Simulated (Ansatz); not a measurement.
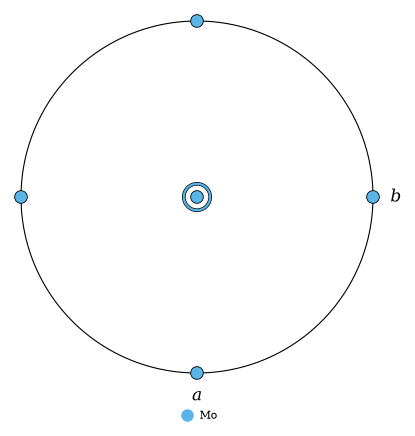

Directions from one molybdenum atom at (0, 0, 0) to its bonded neighbours, in stereographic projection down c (filled: above the plane of the page or in it, open: below). Crystal: Mo, the geometry relaxed with Ansatz, DFT, r2SCAN, plane waves (500 eV) with PAW, scalar-relativistic; the starting structure was generated, so it need not be a known form of this composition. The drawing is computed from the coordinates (standard cell, symmetry found to 0.002 Å).

Neighbours are counted up to 2.90 Å for Mo.

```
CELL_PARAMETERS angstrom
2.59195 0.00000 0.00000
0.00000 2.59195 0.00000
0.00000 0.00000 2.59195
ATOMIC_POSITIONS crystal
Mo 0.00000 0.00000 0.00000
```

Q: How many neighbours are there, and at what angles?

A: 6: 6 Mo at 2.59 Å. Angles between bonds: 90° (12×), 180° (3×).

Q: What is the site's symmetry in the crystal?

A: Point group m-3m (Oh), order 48: three fourfold axes, four threefold axes, six twofold axes, nine mirror planes, an inversion centre. In No. 221, Pm-3m this is Wyckoff position 1a.
